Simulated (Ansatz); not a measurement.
**Two runs on Cu**

System: Cu (P2₁/m, 2 atoms in the cell).
Method of run A: DFT, PBE, plane waves, PAW, PAW set soft_1, no spin polarisation (Ansatz 0.2.0).

The structure derives from a Materials Project entry. Text and figures count atoms from 1; the logs count them from 0 in places.

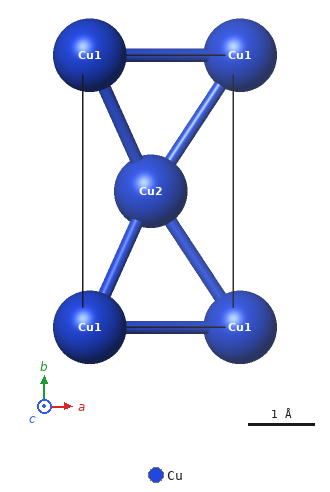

The structure as given in the input (ball-and-stick view of the cell of the calculation, set on other vectors, along the c axis; atoms are numbered from 1 in the order of the input). An atom can appear more than once, as a periodic image. Near neighbours in the periodic cell (some may lie outside the picture): Cu has 8 Cu at 2.43 to 2.50 Å.

**The input, run A**
```yaml
crystal:
  lattice:
    - [-1.4732621048, 1.4732621048, 1.3819816208]
    - [1.4732621048, -1.4732621048, 1.3819816208]
    - [2.9465242096, 2.9465242096, 0.0]
  atoms:
    - { symbol: Cu, position: [0.047341496, -0.1638408745, 0.0] }
    - { symbol: Cu, position: [0.452658504, 0.6638408745, 0.5] }
basis:
  ecutwfc: 520.0
kpoints:
  mp_grid: { grid: [20, 20, 12] }
hamiltonian:
  xc: pbe
  pseudopotentials: { kind: paw, azcp: { folder: soft_1 } }
scf:
  occupations: { method: gaussian, width: 0.15 }
  mixing: { preconditioner: kerker }
output:
  forces: true
  eigenvalues: true
  stress: true
```

Launched with:
```bash
ansatz run input.yaml --threads 2 --pin off --max-ram 4096MiB --backend cpu --events-out ev --progress --plain --runs-dir out
```

Hardware: 2 threads of Arm Neoverse N1, 98 GiB of memory available, shared host.

**Output, shortened to warnings, some set-up lines, iterations and results (run A)**
```
Basis set: ecut = 520 eV, 629 PW (Γ), exchange–correlation on 40×40×64 points (8 copies of the dense FFT grid, shifted against one another)
Symmetry: 4 space group operations
k-points: 1414 of 4800
Initial density: superposition of atomic densities (chi_scale 0.1, normalization cell)
[...]
SCF iter   1: F=—  HF=-13251.984650 eV  |F-HF|=—  |Δ(HF+E_count)|=         —  Δρ=2.63e-1  dr2=9.96e0  ethr=3.10e-3  ⟨swp⟩=4.2  Hψ=114899  notcnv=0
SCF iter   2: F=—  HF=-13251.159188 eV  |F-HF|=—  |Δ(HF+E_count)|=   8.25e-1  Δρ=9.38e-2  dr2=6.99e-1  ethr=3.10e-3  ⟨swp⟩=2.5  Hψ=77429  notcnv=0  defer=170
SCF iter   3: F=—  HF=-13250.323074 eV  |F-HF|=—  |Δ(HF+E_count)|=   8.36e-1  Δρ=6.30e-2  dr2=7.38e-1  ethr=1.84e-3  ⟨swp⟩=2.0  Hψ=76131  notcnv=0  defer=225
SCF iter   4: F=—  HF=-13250.170842 eV  |F-HF|=—  |Δ(HF+E_count)|=   1.52e-1  Δρ=1.75e-2  dr2=6.85e-2  ethr=1.84e-3  ⟨swp⟩=1.9  Hψ=44928  notcnv=0  defer=224
SCF iter   5: F=—  HF=-13250.194500 eV  |F-HF|=—  |Δ(HF+E_count)|=   2.37e-2  Δρ=3.63e-3  dr2=2.45e-3  ethr=1.80e-4  ⟨swp⟩=2.0  Hψ=53027  notcnv=0  defer=224
SCF iter   6: F=—  HF=-13250.194992 eV  |F-HF|=—  |Δ(HF+E_count)|=   4.92e-4  Δρ=1.43e-3  dr2=3.62e-4  ethr=6.44e-6  ⟨swp⟩=2.0  Hψ=53625  notcnv=0  defer=220
SCF iter   7: F=—  HF=-13250.194941 eV  |F-HF|=—  |Δ(HF+E_count)|=   5.03e-5  Δρ=2.00e-4  dr2=7.10e-6  ethr=9.52e-7  ⟨swp⟩=1.0  Hψ=32305  notcnv=0  defer=220
SCF iter   8: F=—  HF=-13250.194939 eV  |F-HF|=—  |Δ(HF+E_count)|=   2.48e-6  Δρ=5.30e-5  dr2=4.10e-7  ethr=1.87e-8  ⟨swp⟩=2.1  Hψ=41478  notcnv=0  defer=219
SCF iter   9: F=-13250.194939 eV  HF=-13250.194939 eV  |F-HF|=8.55e-9  |Δ(HF+E_count)|=   2.50e-8  Δρ=1.17e-5  dr2=2.28e-8  ethr=2.63e-10  ⟨swp⟩=5.0  Hψ=121931  notcnv=0
SCF 1 converged in 9 iterations: F = -13250.194939 eV  dr2 = 2.28e-8
SCF converged after 9 iterations
Free energy (F): -13250.194939 eV
Harris-Foulkes:  -13250.194939 eV  (|F-HF|=8.55e-9)
Internal energy: -13250.187780 eV  (E = F + TS)
E sigma→0 (E₀):  -13250.191359 eV
Entropy (-TS):   -0.007159 eV (-3.579 meV/atom)
Fermi energy:    16.023812 eV
--- Per-component energies (eV) ---
  E_band       = -746.629469
  E_kinetic    = 523.285390
  E_local      = -9108.999042  (includes V_loc(G=0)·N_el)
  E_nonlocal   = 1783.272530
  E_hartree    = 3860.855336
  E_xc         = -137.767957
  E_vxc        = -177.885686  (∫ρ·V_xc dr)
  E_paw        = -3632.653744  (= ΣΔE_a)
  E_vpaw       = -1487.999517  (= ΣTr[D̂ρ^β])
  E_aug_tail   = 0.000737  (compensation charges beyond the density's cutoff)
  E_ewald      = -6538.181029
  E_smearing   = -0.007159  (= −TS)
  E_closure    = 0.000000  (closes the sum)
  Σ components = -13250.194939   (vs F -13250.194939, Δ=0.00e0)
--- Forces (eV/Å), atoms counted from 1 ---
  atom   1  Cu     0.24341471    -0.24341471     0.17396334
  atom   2  Cu    -0.24341471     0.24341471    -0.17396334
  max |Σ_I F_I| component: 2.78e-17 eV/Å
--- Stress (GPa, compression-positive) ---
        7.640960      -0.212334      -2.647531
       -0.212334       7.640960       2.647531
       -2.647530       2.647530      -6.213157
  P = ⅓ Tr σ = 3.0229 GPa (30.229 kbar)
```

The input of run B differs as follows (lines with − go, lines with + come):
```diff
-  mixing: { preconditioner: kerker }
```

How does run B compare with run A?

Both reach the same energy, so the change doesn't alter the result. The SCF takes 8 iterations against 9.

**Output, shortened to warnings, some set-up lines, iterations and results (run B)**
```
Basis set: ecut = 520 eV, 629 PW (Γ), exchange–correlation on 40×40×64 points (8 copies of the dense FFT grid, shifted against one another)
Symmetry: 4 space group operations
k-points: 1414 of 4800
Initial density: superposition of atomic densities (chi_scale 0.1, normalization cell)
[...]
SCF iter   1: F=—  HF=-13251.984650 eV  |F-HF|=—  |Δ(HF+E_count)|=         —  Δρ=2.63e-1  dr2=9.96e0  ethr=3.10e-3  ⟨swp⟩=4.2  Hψ=114899  notcnv=0
SCF iter   2: F=—  HF=-13250.639093 eV  |F-HF|=—  |Δ(HF+E_count)|=    1.35e0  Δρ=1.20e-1  dr2=2.30e0  ethr=3.10e-3  ⟨swp⟩=2.0  Hψ=63351  notcnv=0  defer=170
SCF iter   3: F=—  HF=-13250.248496 eV  |F-HF|=—  |Δ(HF+E_count)|=   3.91e-1  Δρ=4.19e-2  dr2=2.84e-1  ethr=3.10e-3  ⟨swp⟩=2.0  Hψ=46403  notcnv=0  defer=170
SCF iter   4: F=—  HF=-13250.192265 eV  |F-HF|=—  |Δ(HF+E_count)|=   5.62e-2  Δρ=3.31e-3  dr2=1.66e-3  ethr=7.46e-4  ⟨swp⟩=2.0  Hψ=49621  notcnv=0  defer=175
SCF iter   5: F=—  HF=-13250.194983 eV  |F-HF|=—  |Δ(HF+E_count)|=   2.72e-3  Δρ=1.19e-3  dr2=2.02e-4  ethr=4.36e-6  ⟨swp⟩=2.0  Hψ=56381  notcnv=0  defer=172
SCF iter   6: F=—  HF=-13250.194941 eV  |F-HF|=—  |Δ(HF+E_count)|=   4.22e-5  Δρ=7.49e-5  dr2=7.26e-7  ethr=5.32e-7  ⟨swp⟩=2.3  Hψ=44816  notcnv=0  defer=172
SCF iter   7: F=—  HF=-13250.194939 eV  |F-HF|=—  |Δ(HF+E_count)|=   2.35e-6  Δρ=5.75e-6  dr2=2.21e-9  ethr=2.63e-10  ⟨swp⟩=5.6  Hψ=145251  notcnv=0
SCF iter   8: F=-13250.194939 eV  HF=-13250.194939 eV  |F-HF|=2.73e-11  |Δ(HF+E_count)|=   2.66e-9  Δρ=7.47e-7  dr2=6.42e-11  ethr=5.82e-12  ⟨swp⟩=1.0  Hψ=97494  notcnv=0
SCF 1 converged in 8 iterations: F = -13250.194939 eV  dr2 = 6.42e-11
SCF converged after 8 iterations
Free energy (F): -13250.194939 eV
Harris-Foulkes:  -13250.194939 eV  (|F-HF|=2.73e-11)
Internal energy: -13250.187780 eV  (E = F + TS)
E sigma→0 (E₀):  -13250.191359 eV
Entropy (-TS):   -0.007159 eV (-3.580 meV/atom)
Fermi energy:    16.023854 eV
--- Per-component energies (eV) ---
  E_band       = -746.626695
  E_kinetic    = 523.285675
  E_local      = -9108.988350  (includes V_loc(G=0)·N_el)
  E_nonlocal   = 1783.270276
  E_hartree    = 3860.846533
  E_xc         = -137.768282
  E_vxc        = -177.886115  (∫ρ·V_xc dr)
  E_paw        = -3632.653340  (= ΣΔE_a)
  E_vpaw       = -1488.002928  (= ΣTr[D̂ρ^β])
  E_aug_tail   = 0.000737  (compensation charges beyond the density's cutoff)
  E_ewald      = -6538.181029
  E_smearing   = -0.007159  (= −TS)
  E_closure    = 0.000000  (closes the sum)
  Σ components = -13250.194939   (vs F -13250.194939, Δ=0.00e0)
--- Forces (eV/Å), atoms counted from 1 ---
  atom   1  Cu     0.24342139    -0.24342139     0.17396725
  atom   2  Cu    -0.24342139     0.24342139    -0.17396725
  max |Σ_I F_I| component: 2.78e-17 eV/Å
--- Stress (GPa, compression-positive) ---
        7.640852      -0.212429      -2.647500
       -0.212429       7.640852       2.647500
       -2.647500       2.647500      -6.213249
  P = ⅓ Tr σ = 3.0228 GPa (30.228 kbar)
```

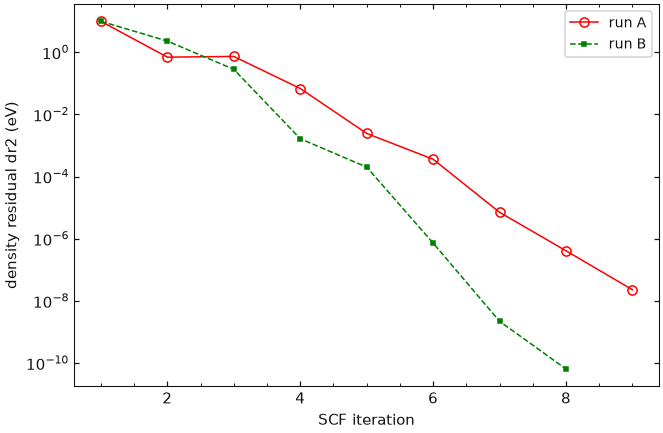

Convergence of the two runs: density residual dr2 against the SCF iteration. Run A takes 9 iterations in all, and run B takes 8.

**The two runs side by side**

| quantity | run A | run B |
| --- | --- | --- |
| outcome | converged | converged |
| free energy per atom (eV) | −6625.0975 | −6625.0975 |
| energy per atom, smearing taken to zero (eV) | −6625.0957 | −6625.0957 |
| gap on the mesh (eV) | 0.00 | 0.00 |
| pressure (GPa) | 3.02 | 3.02 |
| largest force (eV/Å) | 0.386 | 0.386 |
| SCF iterations | 9 | 8 |
| irreducible k-points | 1414 | 1414 |
| plane waves at Γ | 629 | 629 |
| wall time (shared host) | 53 s | 53 s |
